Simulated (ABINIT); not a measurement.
Dielectric calculation, with input and output: SnSe (part 1 of 3)

- system: SnSe (Fm-3m, 2 atoms in the cell)
- method: Kohn-Sham DFT of a periodic cell, PBE, PseudoDojo NC SR PBE v0.4.1 standard, no spin polarisation (ABINIT 10.8.3)

The structure derives from an entry of the Crystallography Open Database.

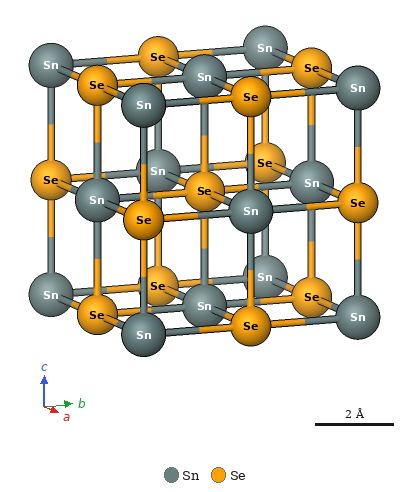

Figure 1. The structure (ball-and-stick view of the cell 4 times as large as that of the calculation, set on its symmetry axes, seen slightly off an axis). An atom can appear more than once, as a periodic image.

### Input
```
# Datasets
ndtset 3

# Pseudopotentials
pp_dirpath "./"
pseudos "Sn.upf, Se.upf"

# Structure
acell 3*1.0
rprim
     0.0000000000     5.6880756351     5.6880756351
     5.6880756351     0.0000000000     5.6880756351
     5.6880756351     5.6880756351     0.0000000000
ntypat 2
znucl 50 34
natom 2
typat 1 2
xred
            0.0            0.0            0.0
            1/2            1/2            1/2

# Plane-wave basis
ecut 40.0

# k points
ngkpt 4 4 4
nshiftk 4
shiftk
     0.5000000000     0.5000000000     0.5000000000
     0.5000000000     0.0000000000     0.0000000000
     0.0000000000     0.5000000000     0.0000000000
     0.0000000000     0.0000000000     0.5000000000

# Exchange and correlation
ixc 11

# Bands and occupations
nband 15
occopt 1

# SCF cycle
nstep 80
diemac 6.0

# Output
prteig 0
prtebands 0
prtwf 0
prtden 0
prtpot 0

# Dataset 1: ground state
kptopt1 1
tolvrs1 1.0e-15
prtwf1 1

# Dataset 2: derivatives of the wave functions by k
iscf2 -3
rfelfd2 2
rfdir2 1 1 1
getwfk2 1
kptopt2 2
nqpt2 1
qpt2 0.0 0.0 0.0
tolwfr2 1.0e-18
prtwf2 1

# Dataset 3: response at q = 0 to electric field
rfelfd3 3
rfdir3 1 1 1
getwfk3 1
getddk3 2
kptopt3 2
nqpt3 1
qpt3 0.0 0.0 0.0
tolvrs3 1.0e-10
```

### File mrgddb.in
```
merged_DDB
SnSe
2
runo_DS1_DDB
runo_DS3_DDB
```

### File anaddb.abi
```
ddb_filepath "merged_DDB"
output_file "anaddb.abo"
outdata_prefix "ana"
asr 2
chneut 1
dipdip 1
dieflag 2
enunit 0
```

Machine: 4 threads of Arm Neoverse V1, 24 GiB of memory available, shared host.

Command:
```bash
mpirun --bind-to none -np 4 abinit run.abi > log 2>&1
mrgddb < mrgddb.in > mrgddb.log 2>&1
anaddb anaddb.abi > anaddb.log 2>&1
```

### The program's output
```
.Version 10.8.3 of ABINIT
 DATASET    1 : space group Fm -3 m (#225); Bravais cF (face-center cubic)
================================================================================
 Values of the parameters that define the memory need for DATASET  1.
     intxc =       0    ionmov =       0      iscf =       7    lmnmax =       6
     lnmax =       6     mgfft =      48  mpssoang =       3    mqgrid =    3001
     natom =       2  nloc_mem =       1    nspden =       1   nspinor =       1
    nsppol =       1      nsym =      48    n1xccc =    2501    ntypat =       2
    occopt =       1   xclevel =       2
       mpw =        4468          nfft =      110592          nkpt =          10
================================================================================
================================================================================

 DATASET    2 : space group Fm -3 m (#225); Bravais cF (face-center cubic)
================================================================================
 Values of the parameters that define the memory need for DATASET  2 (RF).
     intxc =       0      iscf =      -3    lmnmax =       6     lnmax =       6
     mgfft =      48  mpssoang =       3    mqgrid =    3001     natom =       2
  nloc_mem =       1    nspden =       1   nspinor =       1    nsppol =       1
      nsym =      48    n1xccc =    2501    ntypat =       2    occopt =       1
   xclevel =       2
      nfft =      110592          nkpt =         128
================================================================================
================================================================================

 DATASET    3 : space group Fm -3 m (#225); Bravais cF (face-center cubic)
================================================================================
 Values of the parameters that define the memory need for DATASET  3 (RF).
     intxc =       0      iscf =       7    lmnmax =       6     lnmax =       6
     mgfft =      48  mpssoang =       3    mqgrid =    3001     natom =       2
  nloc_mem =       1    nspden =       1   nspinor =       1    nsppol =       1
      nsym =      48    n1xccc =    2501    ntypat =       2    occopt =       1
   xclevel =       2
      nfft =      110592          nkpt =         128
================================================================================
================================================================================

--------------------------------------------------------------------------------
------------- Echo of variables that govern the present computation ------------
--------------------------------------------------------------------------------
 -outvars: echo values of preprocessed input variables --------
            acell      1.0000000000E+00  1.0000000000E+00  1.0000000000E+00 Bohr
              amu      1.18710000E+02  7.89600000E+01
           diemac      6.00000000E+00
             ecut      4.00000000E+01 Hartree
           getddk1          0
           getddk2          0
           getddk3          2
           getwfk1          0
           getwfk2          1
           getwfk3          1
             iscf1          7
             iscf2         -3
             iscf3          7
              ixc          11
           jdtset        1    2    3
                       outvar_i_n : Printing only first  50 k-points.
           kptopt1          1
           kptopt2          2
           kptopt3          2
         kptrlatt        4   -4    4     -4    4    4     -4   -4    4
          kptrlen      4.55046051E+01
            natom           2
            nband1         15
            nband2         15
            nband3         15
           ndtset           3
            ngfft          48      48      48
             nkpt1         10
             nkpt2        128
             nkpt3        128
             nqpt1          0
             nqpt2          1
             nqpt3          1
            nstep          80
             nsym          48
           ntypat           2
        optdriver1          0
        optdriver2          1
        optdriver3          1
           prtden           0
        prtebands           0
           prteig           0
            prtwf1          1
            prtwf2          1
            prtwf3          0
           rfelfd1          0
           rfelfd2          2
           rfelfd3          3
            rprim      0.0000000000E+00  5.6880756351E+00  5.6880756351E+00
                       5.6880756351E+00  0.0000000000E+00  5.6880756351E+00
                       5.6880756351E+00  5.6880756351E+00  0.0000000000E+00
           shiftk      5.00000000E-01  5.00000000E-01  5.00000000E-01
          spgroup         225
           tolvrs1     1.00000000E-15
           tolvrs2     0.00000000E+00
           tolvrs3     1.00000000E-10
           tolwfr1     0.00000000E+00
           tolwfr2     1.00000000E-18
           tolwfr3     0.00000000E+00
            typat      1  2
                       outvars : Printing only first  50 k-points.
           xangst      0.0000000000E+00  0.0000000000E+00  0.0000000000E+00
                       3.0099999979E+00  3.0099999979E+00  3.0099999979E+00
            xcart      0.0000000000E+00  0.0000000000E+00  0.0000000000E+00
                       5.6880756351E+00  5.6880756351E+00  5.6880756351E+00
             xred      0.0000000000E+00  0.0000000000E+00  0.0000000000E+00
                       5.0000000000E-01  5.0000000000E-01  5.0000000000E-01
            znucl       50.00000   34.00000

================================================================================

 chkinp: Checking input parameters for consistency, jdtset=   1.

 chkinp: Checking input parameters for consistency, jdtset=   2.

 chkinp: Checking input parameters for consistency, jdtset=   3.

================================================================================
== DATASET  1 ==================================================================

--- !DatasetInfo
iteration_state: {dtset: 1, }
dimensions: {natom: 2, nkpt: 10, mband: 15, nsppol: 1, nspinor: 1, nspden: 1, mpw: 4468, }
cutoff_energies: {ecut:  40.0, pawecutdg:  -1.0, }
electrons: {nelect:   3.00000000E+01, charge:   0.00000000E+00, occopt:   1.00000000E+00, tsmear:   1.00000000E-02, }
meta: {optdriver: 0, ionmov: 0, optcell: 0, iscf: 7, paral_kgb: 0, }
...

 Exchange-correlation functional for the present dataset will be:
  GGA: Perdew-Burke-Ernzerhof functional - ixc=11
  J.P.Perdew, K.Burke, M.Ernzerhof, PRL 77, 3865 (1996)

 Real(R)+Recip(G) space primitive vectors, cartesian coordinates (Bohr,Bohr^-1):
 R(1)=  0.0000000  5.6880756  5.6880756  G(1)= -0.0879032  0.0879032  0.0879032
 R(2)=  5.6880756  0.0000000  5.6880756  G(2)=  0.0879032 -0.0879032  0.0879032
 R(3)=  5.6880756  5.6880756  0.0000000  G(3)=  0.0879032  0.0879032 -0.0879032
 Unit cell volume ucvol=  3.6806632E+02 bohr^3
 Angles (23,13,12)=  6.00000000E+01  6.00000000E+01  6.00000000E+01 degrees

 getcut: wavevector=  0.0000  0.0000  0.0000  ngfft=  48  48  48
         ecut(hartree)=     40.000   => boxcut(ratio)=   2.09588

--- Pseudopotential description ------------------------------------------------
- pspini: atom type   1  psp file is ./Sn.upf
  50.00000  14.00000  171031                  znucl, zion, pspdat
12 -101130 2 -1 1628                          pspcod,pspxc,lmax,lloc,mmax
     nproj     2     2     2

- pspini: atom type   2  psp file is ./Se.upf
  34.00000  16.00000  171031                  znucl, zion, pspdat
12 -101130 2 -1 1214                          pspcod,pspxc,lmax,lloc,mmax
     nproj     2     2     2

   1.86552848E+03                                ecore*ucvol(ha*bohr**3)
--------------------------------------------------------------------------------

================================================================================

--- !BeginCycle
iteration_state: {dtset: 1, }
solver: {iscf: 7, nstep: 80, nline: 4, wfoptalg: 0, }
tolerances: {tolvrs: 1.00E-15, }
...

     iter   Etot(hartree)      deltaE(h)  residm     vres2
 ETOT  1  -196.27404208657    -1.963E+02 9.532E-01 1.556E+03
 ETOT  2  -199.82039471835    -3.546E+00 5.183E-02 2.124E+03
 ETOT  3  -200.04462181066    -2.242E-01 1.995E-02 2.655E+02
 ETOT  4  -200.05266493391    -8.043E-03 3.604E-04 2.178E+02
 ETOT  5  -200.07104651215    -1.838E-02 1.582E-04 5.215E+01
 ETOT  6  -200.07532445662    -4.278E-03 3.429E-05 1.052E+01
 ETOT  7  -200.07637576461    -1.051E-03 1.648E-05 4.417E-01
 ETOT  8  -200.07641970435    -4.394E-05 1.439E-06 2.337E-02
 ETOT  9  -200.07642230721    -2.603E-06 1.501E-07 1.348E-04
 ETOT 10  -200.07642233213    -2.492E-08 6.031E-09 1.682E-07
 ETOT 11  -200.07642233300    -8.769E-10 1.058E-09 1.407E-08
 ETOT 12  -200.07642233310    -9.493E-11 1.090E-10 6.401E-10
 ETOT 13  -200.07642233313    -2.666E-11 9.059E-12 7.943E-10
 ETOT 14  -200.07642233312     8.527E-12 2.259E-12 2.240E-11
 ETOT 15  -200.07642233312    -4.150E-12 1.914E-13 4.574E-12
 ETOT 16  -200.07642233313    -5.400E-12 5.156E-14 1.033E-12
 ETOT 17  -200.07642233313    -3.411E-12 4.360E-15 2.451E-13
 ETOT 18  -200.07642233311     1.890E-11 1.200E-15 1.007E-15
 ETOT 19  -200.07642233312    -1.083E-11 1.039E-16 4.518E-15
 ETOT 20  -200.07642233312    -9.379E-13 2.872E-17 1.066E-16

 At SCF step   20       vres2   =  1.07E-16 < tolvrs=  1.00E-15 =>converged.

 Cartesian components of stress tensor (hartree/bohr^3)
  sigma(1 1)= -3.23177061E-05  sigma(3 2)=  0.00000000E+00
  sigma(2 2)= -3.23177061E-05  sigma(3 1)=  0.00000000E+00
  sigma(3 3)= -3.23177061E-05  sigma(2 1)=  0.00000000E+00

--- !ResultsGS
iteration_state: {dtset: 1, }
comment   : Summary of ground state results
lattice_vectors:
- [  0.0000000,   5.6880756,   5.6880756, ]
- [  5.6880756,   0.0000000,   5.6880756, ]
- [  5.6880756,   5.6880756,   0.0000000, ]
lattice_lengths: [   8.04415,    8.04415,    8.04415, ]
lattice_angles: [ 60.000,  60.000,  60.000, ] # degrees, (23, 13, 12)
lattice_volume:   3.6806632E+02
convergence: {deltae: -9.379E-13, res2:  1.066E-16, residm:  2.872E-17, diffor: null, }
etotal    :  -2.00076422E+02
entropy   :   0.00000000E+00
fermie    :   1.70852428E-01
cartesian_stress_tensor: # hartree/bohr^3
- [ -3.23177061E-05,   0.00000000E+00,   0.00000000E+00, ]
- [  0.00000000E+00,  -3.23177061E-05,   0.00000000E+00, ]
- [  0.00000000E+00,   0.00000000E+00,  -3.23177061E-05, ]
pressure_GPa:   9.5082E-01
xred      :
- [  0.0000E+00,   0.0000E+00,   0.0000E+00, Sn]
- [  5.0000E-01,   5.0000E-01,   5.0000E-01, Se]
cartesian_forces: # hartree/bohr
- [ -0.00000000E+00,  -0.00000000E+00,  -0.00000000E+00, ]
- [ -0.00000000E+00,  -0.00000000E+00,  -0.00000000E+00, ]
force_length_stats: {min:   0.00000000E+00, max:   0.00000000E+00, mean:   0.00000000E+00, }
...

 Integrated electronic density in atomic spheres:
 ------------------------------------------------
 Atom  Sphere_radius  Integrated_density
    1        2.00000         10.51626946
    2        2.00000         13.18998910
================================================================================

 ----iterations are completed or convergence reached----

 Mean square residual over all n,k,spin=   19.303E-20; max=  28.723E-18
 reduced coordinates (array xred) for    2 atoms
       0.000000000000      0.000000000000      0.000000000000
       0.500000000000      0.500000000000      0.500000000000
 rms dE/dt=  0.0000E+00; max dE/dt=  0.0000E+00; dE/dt below (all hartree)
    1       0.000000000000      0.000000000000      0.000000000000
    2       0.000000000000      0.000000000000      0.000000000000

 cartesian coordinates (angstrom) at end:
    1      0.00000000000000     0.00000000000000     0.00000000000000
    2      3.00999999794551     3.00999999794551     3.00999999794551

 cartesian forces (hartree/bohr) at end:
    1     -0.00000000000000    -0.00000000000000    -0.00000000000000
    2     -0.00000000000000    -0.00000000000000    -0.00000000000000
 frms,max,avg= 0.0000000E+00 0.0000000E+00   0.000E+00  0.000E+00  0.000E+00 h/b

 cartesian forces (eV/Angstrom) at end:
    1     -0.00000000000000    -0.00000000000000    -0.00000000000000
    2     -0.00000000000000    -0.00000000000000    -0.00000000000000
 frms,max,avg= 0.0000000E+00 0.0000000E+00   0.000E+00  0.000E+00  0.000E+00 e/A
 length scales=  1.000000000000  1.000000000000  1.000000000000 bohr
              =  0.529177210544  0.529177210544  0.529177210544 angstroms
 Fermi (or HOMO) energy (hartree) =   0.17085   Average Vxc (hartree)=  -0.36882
 Eigenvalues (hartree) for nkpt=  10  k points:
 kpt#   1, nband= 15, wtk=  0.09375, kpt= -0.1250 -0.2500  0.0000 (reduced coord)
  -1.57394   -1.57394   -1.57392   -1.57392   -1.57392   -0.61537   -0.61531   -0.61519
  -0.61509   -0.61497   -0.31633   -0.05704    0.08400    0.08733    0.15102
 prteigrs : prtvol=0 or 1, do not print more k-points.

--- !EnergyTerms
iteration_state     : {dtset: 1, }
comment             : Components of total free energy in Hartree
kinetic             :  1.25366537830703E+02
hartree             :  5.37634455401687E+01
xc                  : -4.62382968435902E+01
Ewald energy        : -1.12540609257654E+02
psp_core            :  5.06845738868113E+00
local_psp           : -1.50044438113069E+02
non_local_psp       : -7.54515188783636E+01
total_energy        : -2.00076422333124E+02
total_energy_eV     : -5.44435680682065E+03
band_energy         : -2.21551036579378E+01
...

 Cartesian components of stress tensor (hartree/bohr^3)
  sigma(1 1)= -3.23177061E-05  sigma(3 2)=  0.00000000E+00
  sigma(2 2)= -3.23177061E-05  sigma(3 1)=  0.00000000E+00
  sigma(3 3)= -3.23177061E-05  sigma(2 1)=  0.00000000E+00

-Cartesian components of stress tensor (GPa)         [Pressure=  9.5082E-01 GPa]
- sigma(1 1)= -9.50819740E-01  sigma(3 2)=  0.00000000E+00
- sigma(2 2)= -9.50819740E-01  sigma(3 1)=  0.00000000E+00
- sigma(3 3)= -9.50819740E-01  sigma(2 1)=  0.00000000E+00

================================================================================
== DATASET  2 ==================================================================

--- !DatasetInfo
iteration_state: {dtset: 2, }
dimensions: {natom: 2, nkpt: 128, mband: 15, nsppol: 1, nspinor: 1, nspden: 1, mpw: 4468, }
cutoff_energies: {ecut:  40.0, pawecutdg:  -1.0, }
electrons: {nelect:   3.00000000E+01, charge:   0.00000000E+00, occopt:   1.00000000E+00, tsmear:   1.00000000E-02, }
meta: {optdriver: 1, rfelfd: 2, }
...

 mkfilename : getwfk/=0, take file _WFK from output of DATASET   1.

 Exchange-correlation functional for the present dataset will be:
  GGA: Perdew-Burke-Ernzerhof functional - ixc=11
  J.P.Perdew, K.Burke, M.Ernzerhof, PRL 77, 3865 (1996)

 Real(R)+Recip(G) space primitive vectors, cartesian coordinates (Bohr,Bohr^-1):
 R(1)=  0.0000000  5.6880756  5.6880756  G(1)= -0.0879032  0.0879032  0.0879032
 R(2)=  5.6880756  0.0000000  5.6880756  G(2)=  0.0879032 -0.0879032  0.0879032
 R(3)=  5.6880756  5.6880756  0.0000000  G(3)=  0.0879032  0.0879032 -0.0879032
 Unit cell volume ucvol=  3.6806632E+02 bohr^3
 Angles (23,13,12)=  6.00000000E+01  6.00000000E+01  6.00000000E+01 degrees
 setup1 : take into account q-point for computing boxcut.

 getcut: wavevector=  0.0000  0.0000  0.0000  ngfft=  48  48  48
         ecut(hartree)=     40.000   => boxcut(ratio)=   2.09588
--------------------------------------------------------------------------------

 ==>  initialize data related to q vector <==

 The list of irreducible perturbations for this q vector is:
    1)    idir= 1    ipert=   3
    2)    idir= 2    ipert=   3
    3)    idir= 3    ipert=   3

================================================================================
```
